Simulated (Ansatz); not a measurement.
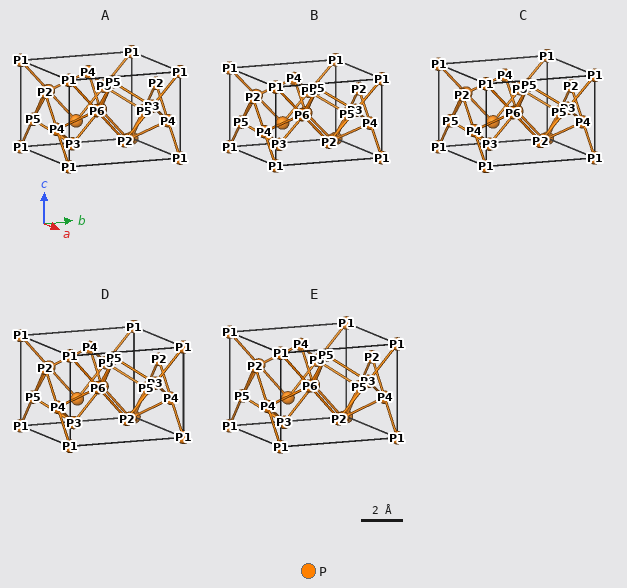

5 geometries from one relaxation of a crystal of P (a generated structure, set up in I4_1/amd) (coarse preliminary run), in shuffled order. The picture is a ball-and-stick view of the conventional cell (2 times the calculation's cell), seen slightly off an axis. Lengths and directions refer to the drawn axes.

Level of theory: DFT PBE, scalar-relativistic, plane waves, PAW (Ansatz). (plane-wave cutoff 420 eV; k-point mesh 6 × 6 × 6; occupations gaussian; smearing width 0.1 eV; no spin polarisation; cell and atoms relaxed; force threshold 0.04 eV/Å; at most 70 steps)

> Order the frames from highest to lowest energy.

B, C, A, D, E. They are steps 0, 1, 2, 3, 9, at +971 meV per atom, +476 meV per atom, +194 meV per atom, +54.4 meV per atom relative to the last. After 7 accepted moves (9 points after the start) the energy has fallen by 971 meV per atom. All forces vanish by symmetry, so only the cell relaxes. Pressure: 87.04 GPa at the start and −0.03 GPa at the end. At 2 points the geometry stayed and the basis and grid were re-selected for the new cell (energy shift of 15.7 meV per atom at most each time). No atom moves by more than 0.005 Å relative to the cell. Cell: a = b 5.676 → 6.251 Å (+10.1 %), c 3.930 → 4.675 Å (+18.9 %). Volume +44.3 %. Among the contacts that change: P1–P3 2.837 → 3.313 Å, P1–P3 (another image) 2.046 → 2.348 Å, P3–P4 2.234 → 2.500 Å. Among the angles between lasting bonds that change: P3–P2–P6 87.8° → 83.4°, P1–P5–P3 97.1° → 93.8°, P1–P5–P3 82.9° → 86.2°. The space group stays I4_1/amd (No. 141).
